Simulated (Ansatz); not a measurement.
## Ta23N24: single-point calculation (part 2 of 3)

Continued. System: Ta23N24 (defect cell, 47 atoms in the cell). Method: DFT PBE, scalar-relativistic, plane waves, PAW, spin-polarised (Ansatz 0.2.0); cutoff 420 eV, 2×2×2 k-mesh, Gaussian smearing of 0.05 eV, collinear spins. The structure derives from an entry of the Crystallography Open Database.

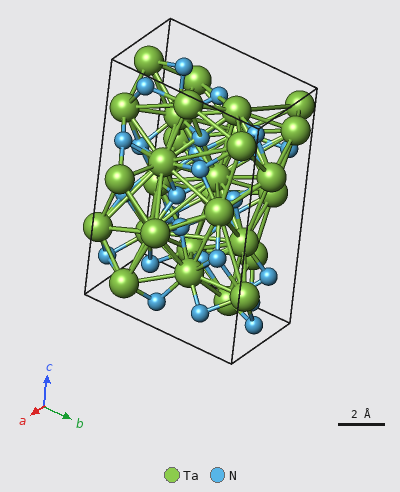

*The structure (ball-and-stick view of the cell of the calculation, seen slightly off an axis). An atom can appear more than once, as a periodic image.*

Output, continued:
```
Per-site moments (μB) at R_I (Å): [(-1.2563499673304588e-7, 0.7880989762385714), (-1.4318682454281698e-7, 0.8333181987753182), (-2.7877715064313364e-7, 0.7957936899585837), (-8.273478708516547e-8, 0.7795313227417884), (-4.374001418843203e-8, 0.8113508795350904), (-3.747440561666464e-7, 0.7848815970751555), (-3.657113920759599e-7, 0.815433629653374), (-1.9419029831178927e-7, 0.8419123630852521), (-5.281579350823119e-7, 0.788891353131524), (-2.065882971522232e-7, 0.8243619781577235), (-2.7662784154817994e-7, 0.8133143661827195), (-8.422293629979605e-7, 0.816465456814573), (-2.1478525257916104e-8, 0.828481139993046), (-7.379586193062079e-8, 0.8231486114723792), (-1.738860866251832e-7, 0.8496128585268361), (-9.890278523059707e-8, 0.8164771556977439), (-1.4520723000702738e-7, 0.7966218840240729), (-1.5804547745975388e-8, 0.875778531272509), (-2.7236729080085133e-8, 0.8334814691118314), (-2.5973521888757834e-7, 0.8203801224168858), (-2.460130114946574e-8, 0.8286781867959356), (1.1066822317004955e-7, 0.8446935821821644), (-3.4413091733981037e-9, 0.8345523171516397), (-3.981933685469636e-7, 0.816465456814573), (-3.715101256890743e-9, 0.8294854697232381), (-7.391846016013824e-8, 0.828481139993046), (1.114107215841421e-7, 0.8670467082470196), (2.5081330433838433e-9, 0.8809189545151921), (-9.795766689307268e-8, 0.8013082531408976), (-2.7267188552180585e-8, 0.8273202072155817), (-2.111590688744494e-8, 0.815433629653374), (5.891034652572264e-8, 0.8203801224168858), (-4.233166953744355e-9, 0.8496541732425497), (-7.833545650022288e-8, 0.8243619781577235), (-7.630222443963473e-8, 0.8460881727737073), (2.0647979621986914e-7, 0.7880989762385714), (-1.6448708473064328e-7, 0.8454742800922646), (-2.555526164137913e-8, 0.7957936899585837), (-4.318550252685664e-7, 0.8113508795350904), (-1.3663460984431284e-8, 0.8164771556977439), (5.105605118819848e-8, 0.7795313227417884), (-1.998631025048373e-7, 0.8753586472165616), (3.534656112485004e-8, 0.7848815970751555), (-4.648654583457382e-8, 0.7908655008990377), (-3.878860324658238e-8, 0.8286781867959356), (-4.5335546574673476e-7, 0.788891353131524), (-7.819442206633135e-8, 0.8276166308128801)]
Free energy (F): -237677.160208 eV
Harris-Foulkes:  -237677.160208 eV  (|F-HF|=5.68e-9)
Internal energy: -237677.141426 eV  (E = F + TS)
E sigma→0 (E₀):  -237677.150817 eV
Entropy (-TS):   -0.018782 eV (-0.400 meV/atom)
Fermi energy:    21.259422 eV
--- Per-component energies (eV) ---
  E_band       = -741.353383
  E_kinetic    = 11819.947022
  E_local      = -14263.754838  (includes V_loc(G=0)·N_el)
  E_nonlocal   = 1482.450235
  E_hartree    = 4982.529135
  E_xc         = -6547.635887
  E_vxc        = -6634.917677  (∫ρ·V_xc dr)
  E_paw        = -196218.689076  (= ΣΔE_a)
  E_vpaw       = -3110.141971  (= ΣTr[D̂ρ^β])
  E_aug_tail   = 0.005886  (compensation charges beyond the density's cutoff)
  E_ewald      = -38931.993904
  E_smearing   = -0.018782  (= −TS)
  E_closure    = 0.000000  (closes the sum)
  Σ components = -237677.160208   (vs F -237677.160208, Δ=0.00e0)
--- Forces (eV/Å), atoms counted from 1 ---
  atom   1  Ta     0.03627464     0.01715036     0.10642519
  atom   2  Ta    -0.10333303    -0.02039258     0.15916476
  atom   3  Ta     0.12446958     0.11403608    -0.11901400
  atom   4  Ta     0.02694826     0.10560085     0.01257706
  atom   5  Ta    -0.14227628     0.12705209    -0.02610128
  atom   6  Ta    -0.00585207    -0.16725481     0.15198102
  atom   7  Ta     0.10638760    -0.09288844    -0.01386032
  atom   8  Ta     0.14925647     0.32932559    -0.04753224
  atom   9  Ta    -0.09657933    -0.27453055    -0.19699408
  atom  10  Ta     0.22679209    -0.08759840    -0.39058560
  atom  11  Ta    -0.07946831     0.00743524    -0.09954543
  atom  12  Ta     0.09369518     0.12805306    -0.06804775
  atom  13  Ta     0.07297515     0.13066290    -0.22469237
  atom  14  Ta     0.15843699    -0.16360209     0.14420001
  atom  15  Ta    -0.17485799    -0.05262958    -0.03622873
  atom  16  Ta     0.20994050     0.01767074    -0.10139608
  atom  17  Ta    -0.22445874     0.41845770    -0.08023493
  atom  18  Ta    -0.07359496     0.16540511    -0.11617752
  atom  19  Ta     0.12755579     0.05433601     0.09036060
  atom  20  Ta     0.43936489    -0.32113516    -0.06395678
  atom  21  Ta     0.07870415     0.13458092     0.03372485
  atom  22  Ta     0.11433830     0.34353557    -0.86775930
  atom  23  Ta     0.23700995    -0.09139627     0.19117138
  atom  24  N     -0.04687523    -0.42130626     0.24638511
  atom  25  N      0.33094211     0.23612118     0.40636118
  atom  26  N     -0.00721921     0.06285874    -0.03711295
  atom  27  N     -0.24535810    -0.03628374    -0.26221117
  atom  28  N     -0.03883701     0.06839209     0.43393191
  atom  29  N     -0.01493721     0.01275310    -0.14409806
  atom  30  N      0.12778437    -0.00666738     0.04400821
  atom  31  N     -0.10452047     0.21193311    -0.02043456
  atom  32  N     -0.04344820     0.22082276    -0.03315486
  atom  33  N     -0.13588141    -0.02618278    -0.02865886
  atom  34  N      0.12818542    -0.16384838    -0.05776328
  atom  35  N      0.03509992     0.07381894     0.07691081
  atom  36  N     -0.29579264    -0.12270893    -0.25193228
  atom  37  N     -0.10811556     0.09709829     0.02374211
  atom  38  N     -0.12257143     0.08824784    -0.16858731
  atom  39  N      0.10623923    -0.17096510     0.14730320
  atom  40  N     -0.04063150    -0.39015283    -0.04568483
  atom  41  N      0.11890456    -0.21906364     0.38990153
  atom  42  N      0.19249744     0.02310891    -0.05331122
  atom  43  N      0.15710226     0.24503396     0.19146161
  atom  44  N     -0.21823294     0.20501814     0.02903752
  atom  45  N      0.15873621    -0.17775319    -0.19238344
  atom  46  N     -0.43813743    -0.20409343    -0.17203280
  atom  47  N     -0.79668734    -0.42803613     1.04084761
  max |Σ_I F_I| component: 2.53e-5 eV/Å
--- Band table (eV; the first three rows and the last of 16) ---
  k-point 0 ↑: bands = ["-47.3995", "-47.3813", "-47.3711", "-47.3359", "-47.3347", "-47.2288", "-47.1978", "-47.0740", "-47.0630", "-47.0315", "-47.0185", "-46.9973", "-46.9267", "-46.8884", "-46.8566", "-46.8389", "-46.8223", "-46.8139", "-46.7537", "-46.7197", "-46.6513", "-46.6371", "-46.0558", "-14.6620", "-14.6377", "-14.5698", "-14.5348", "-14.4735", "-14.4400", "-14.4287", "-14.3977", "-14.3603", "-14.3250", "-14.2876", "-14.2831", "-14.2510", "-14.2413", "-14.2008", "-14.1756", "-14.1619",
      "-14.1466", "-14.1141", "-14.0819", "-14.0621", "-14.0556", "-14.0012", "-13.9910", "-13.9724", "-13.9437", "-13.9203", "-13.9138", "-13.8934", "-13.8580", "-13.8459", "-13.8349", "-13.8130", "-13.7875", "-13.7744", "-13.7594", "-13.7503", "-13.7353", "-13.7025", "-13.6771", "-13.6627", "-13.6353", "-13.6208", "-13.5800", "-13.5538", "-13.5534", "-13.5476", "-13.5134", "-13.4944", "-13.4696", "-13.4610", "-13.4283", "-13.4108", "-13.3869", "-13.3631", "-13.3341", "-13.3179",
      "-13.2702", "-13.2576", "-13.2229", "-13.1523", "-13.1321", "-13.0987", "-13.0909", "-12.9953", "-12.9135", "-12.9004", "-12.5757", "-12.5289", "2.9102", "4.1801", "4.4473", "4.5214", "4.7753", "4.8526", "4.8959", "4.9693", "5.0642", "5.2153", "5.2674", "5.3242", "5.4117", "5.4869", "5.6546", "5.7160", "5.7897", "5.8814", "5.9411", "6.0345", "6.2640", "6.3115", "6.5427", "6.6480", "12.4486", "12.5311", "12.5552", "12.8370",
      "12.9704", "13.0542", "13.2019", "13.2072", "13.2544", "13.3070", "13.4004", "13.4166", "13.4728", "13.5375", "13.6779", "13.7308", "13.8169", "13.9286", "13.9899", "14.0663", "14.1360", "14.1667", "14.2479", "14.3235", "14.4217", "14.4708", "14.5611", "14.6207", "14.6905", "14.7613", "14.8411", "14.8753", "14.9767", "15.0266", "15.1869", "15.2157", "15.2664", "15.2796", "15.4118", "15.4702", "15.5567", "15.6233", "15.6948", "15.7085",
      "15.8547", "16.0312", "16.0584", "16.1887", "16.2288", "16.3325", "16.3905", "16.4882", "16.5248", "16.6311", "16.7773", "16.8492", "16.9262", "16.9556", "17.0983", "17.1927", "17.3693", "17.4427", "17.5168", "17.6317", "17.7213", "17.8053", "17.8345", "17.9332", "18.0881", "18.1939", "18.3878", "18.4398", "18.5257", "18.8597", "19.0133", "19.0990", "19.1472", "19.3460", "19.4666", "19.5109", "19.6467", "19.6870", "19.8434", "19.9321",
      "20.0343", "20.0869", "20.2404", "20.4856", "20.5095", "20.6400", "20.9091", "21.0015", "21.1014", "21.2684", "21.4596", "21.5892", "21.7419", "21.8892", "21.9347", "22.0196", "22.1885", "22.3011", "22.4873", "22.5572", "22.6621", "22.7141", "22.8370", "23.0063", "23.0654", "23.1107", "23.1787", "23.3159", "23.3793", "23.4410", "23.5824", "23.6286", "23.7873", "23.9167", "24.0143", "24.0533", "24.0942", "24.1662", "24.2130", "24.3565",
      "24.4439", "24.5045", "24.5886", "24.6001", "24.6397", "24.8051", "24.8480", "24.9931", "25.0843", "25.1556", "25.1974", "25.2286", "25.2882", "25.3966", "25.4674", "25.5059", "25.6063", "25.6598"]
  k-point 1 ↑: bands = ["-47.3994", "-47.3814", "-47.3711", "-47.3359", "-47.3347", "-47.2288", "-47.1978", "-47.0739", "-47.0631", "-47.0314", "-47.0183", "-46.9974", "-46.9267", "-46.8884", "-46.8566", "-46.8388", "-46.8230", "-46.8132", "-46.7539", "-46.7197", "-46.6513", "-46.6371", "-46.0558", "-14.6570", "-14.6412", "-14.5717", "-14.5125", "-14.4683", "-14.4328", "-14.4124", "-14.3838", "-14.3617", "-14.3486", "-14.3109", "-14.2882", "-14.2629", "-14.2322", "-14.2124", "-14.1850", "-14.1796",
      "-14.1496", "-14.1259", "-14.0911", "-14.0707", "-14.0539", "-14.0152", "-13.9645", "-13.9559", "-13.9399", "-13.9281", "-13.9108", "-13.9026", "-13.8899", "-13.8528", "-13.8324", "-13.7919", "-13.7814", "-13.7693", "-13.7440", "-13.7168", "-13.7104", "-13.7005", "-13.6747", "-13.6674", "-13.6455", "-13.6117", "-13.5990", "-13.5762", "-13.5452", "-13.5405", "-13.5202", "-13.4732", "-13.4577", "-13.4471", "-13.4241", "-13.4128", "-13.3849", "-13.3655", "-13.3522", "-13.3197",
      "-13.2791", "-13.2553", "-13.2190", "-13.1560", "-13.1401", "-13.1025", "-13.0915", "-12.9938", "-12.9151", "-12.9023", "-12.5765", "-12.5297", "3.2237", "3.5164", "4.5015", "4.5935", "4.7388", "4.8372", "4.8784", "5.0600", "5.1382", "5.2262", "5.2759", "5.3642", "5.5197", "5.5493", "5.6522", "5.7386", "5.7935", "5.8505", "5.9698", "6.0314", "6.2896", "6.3768", "6.4266", "6.5790", "12.4584", "12.5220", "12.5693", "12.7302",
      "12.8443", "12.9810", "13.0721", "13.1441", "13.2369", "13.3226", "13.4536", "13.5108", "13.5481", "13.6166", "13.6829", "13.7754", "13.8168", "13.9825", "14.0021", "14.0747", "14.1221", "14.1744", "14.3056", "14.3259", "14.3925", "14.4785", "14.5608", "14.6212", "14.7172", "14.8054", "14.9074", "14.9583", "14.9814", "15.0809", "15.1148", "15.2407", "15.2706", "15.2887", "15.3851", "15.4682", "15.5246", "15.6243", "15.6901", "15.7977",
      "15.8921", "15.9190", "15.9554", "16.0393", "16.1354", "16.2775", "16.3292", "16.5033", "16.6103", "16.6628", "16.8117", "16.8827", "16.9013", "16.9644", "17.1772", "17.2269", "17.2959", "17.3990", "17.5105", "17.6021", "17.7318", "17.8589", "17.9690", "18.0574", "18.1343", "18.1761", "18.2735", "18.3648", "18.5982", "18.8207", "18.9809", "19.0270", "19.2692", "19.3196", "19.4217", "19.5187", "19.6126", "19.7078", "19.7817", "19.8900",
      "20.1234", "20.1331", "20.3673", "20.5089", "20.7001", "20.7610", "20.8198", "20.9509", "21.0605", "21.0998", "21.2878", "21.6059", "21.7110", "21.7186", "21.9233", "22.1092", "22.2315", "22.2561", "22.3657", "22.5643", "22.6280", "22.7620", "22.8671", "22.8983", "22.9765", "23.1478", "23.1982", "23.3432", "23.4582", "23.5651", "23.6158", "23.7168", "23.7254", "23.7576", "23.9349", "24.0334", "24.1349", "24.1630", "24.2497", "24.2909",
      "24.4095", "24.4770", "24.5893", "24.6777", "24.7383", "24.8115", "24.8793", "24.9617", "24.9706", "25.0537", "25.0857", "25.1678", "25.2835", "25.3639", "25.4539", "25.4704", "25.5398", "25.6785"]
```
